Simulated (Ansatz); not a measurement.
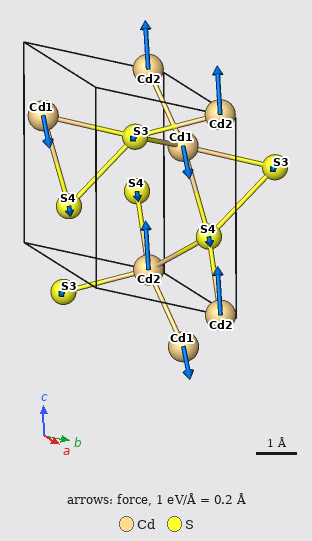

Starting geometry of solid CdS (a generated structure, set up in P1) (coarse preliminary run) with the computed forces as blue arrows. The picture is a ball-and-stick view of the cell of the calculation, seen slightly off an axis.

Computed with DFT PBE, scalar-relativistic, plane waves, PAW (Ansatz 0.2.0).

The input:
```yaml
crystal:
  lattice:
    - [4.14064415, 0.0, 0.0]
    - [-0.54217053, 4.43740347, 0.0]
    - [-0.01865599, -1.83207708, 4.94680299]
  atoms:
    - { symbol: Cd, position: [0.68797803, 0.78375697, 0.755404] }
    - { symbol: Cd, position: [0.31492299, 0.72662002, 0.045867] }
    - { symbol: S, position: [0.94644099, 0.307403, 0.78863603] }
    - { symbol: S, position: [0.83631098, 0.89046299, 0.354146] }
basis:
  ecutwfc: 420
kpoints:
  mp_grid: { grid: [4, 4, 4] }
hamiltonian:
  xc: pbe
scf:
  occupations: { method: gaussian, width: 0.1 }
  lower_state_search: "off"
output:
  forces: true
  stress: true
  eigenvalues: true
relax:
  adjacent_minimum: "off"
  f_tol: 0.04
  max_steps: 70
  cell: { stress_tol: 0.4 }
```

Command:
```bash
ansatz run input.yaml --threads 1 --pin off --max-ram 2560MiB --backend cpu --events-out ev --progress --plain --runs-dir out
```

Q: Is this structure relaxed? If not, where do the atoms go?

A: It isn't relaxed: the largest force vector, on Cd2, is 6.35 eV/Å. The final displacements follow the starting forces only in part (cosine between the two patterns 0.71). Cd2 moves most relative to the cell: 1.25 Å roughly along [−2 −2 1]. Largest moves by element: Cd 1.25 Å, S 0.80 Å. Cell: a 4.141 → 4.207 Å (+1.6 %), b 4.470 → 4.200 Å (−6.0 %), c 5.275 → 6.795 Å (+28.8 %), α 110.1° → 90.5°, β 90.2° → 89.7°, γ 97.0° → 119.9°. Volume +14.5 %. Near-neighbour distances that change, for instance: Cd2–S4 4.791 → 2.567 Å, Cd1–Cd2 2.234 → 4.181 Å, S3–S4 2.404 → 4.164 Å, Cd1–S3 3.559 → 2.567 Å. New bonds form: Cd1–S3 (3.56 → 2.57 Å), Cd2–S4 (4.79 → 2.57 Å). Bonds break: Cd1–Cd2 (2.23 → 4.18 Å). Bond angles that change, for instance: S3–Cd1–S4 60.2° → 108.5°, S3–Cd2–S4 145.4° → 108.7°, Cd1–S3–Cd2 142.8° → 108.3°. The space group stays P1 (No. 1). After 17 accepted moves (19 points after the start) the energy has fallen by 1241 meV per atom. The largest force component goes from 5.6 to 0.0053 eV/Å. The pressure goes from 22.14 to 0.08 GPa. At 2 points the geometry stayed and the basis and grid were re-selected for the new cell (energy shift of 36.9 meV per atom at most each time). Cost: 3.5 min on 1 thread of Arm Neoverse V1, with other jobs on the host, peak memory 0.38 GiB.
